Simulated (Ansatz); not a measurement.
A periodic structure is given below.

```
Y
1.0
     3.96913    0.00000    0.00000
     0.00000    3.96913    0.00000
     0.00000    0.00000    3.96913
Y
2
Direct
  0.00000 0.00000 0.00000
  0.50000 0.50000 0.50000
```

**Say what kind of structure these coordinates give.**

The element is yttrium. The atoms follow space group Im-3m (No. 229); the Bravais lattice is body-centred cubic. It belongs to the family called body-centred cubic (W type). The cell holds two atoms. The coordination shell of Y holds eight Y in a cubic arrangement at 3.44 Å. The bonds build a three-dimensional framework.

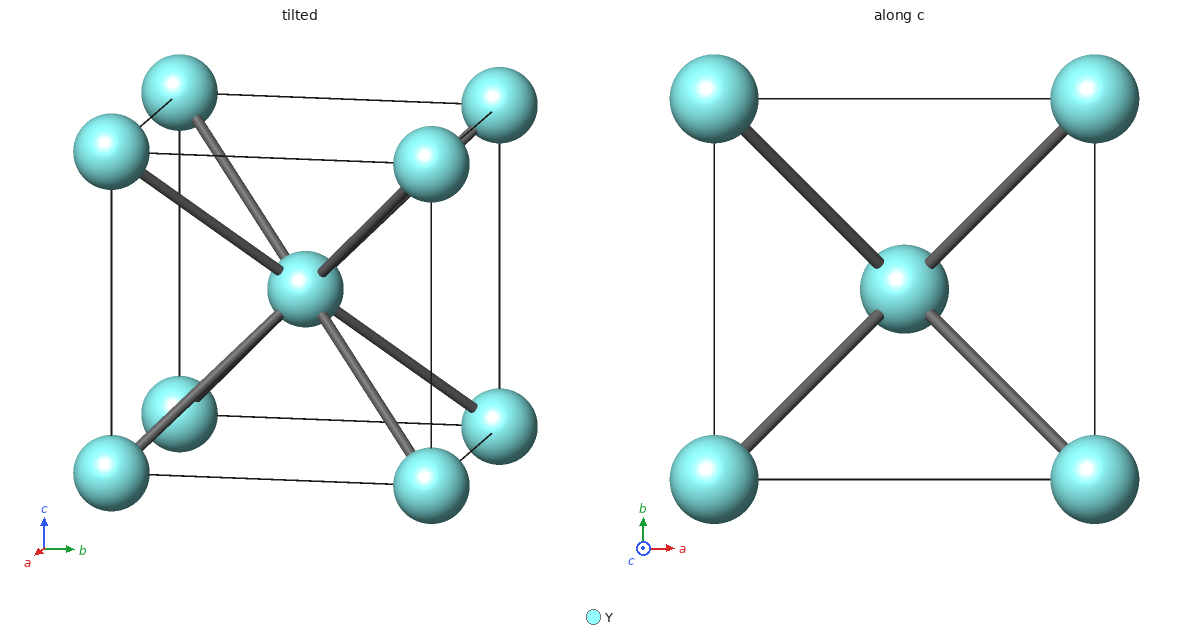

The figure gives a ball-and-stick picture of the atoms, viewed slightly off an axis and along the c axis. The frame is the conventional unit cell; atoms at its boundary are shown with their periodic copies.

The cell started as a structure listed in the Materials Project, with elements exchanged, so it need not be a known form of the compound. The geometry comes from a coarse first relaxation with DFT PBEsol, scalar-relativistic, plane waves, PAW (Ansatz).
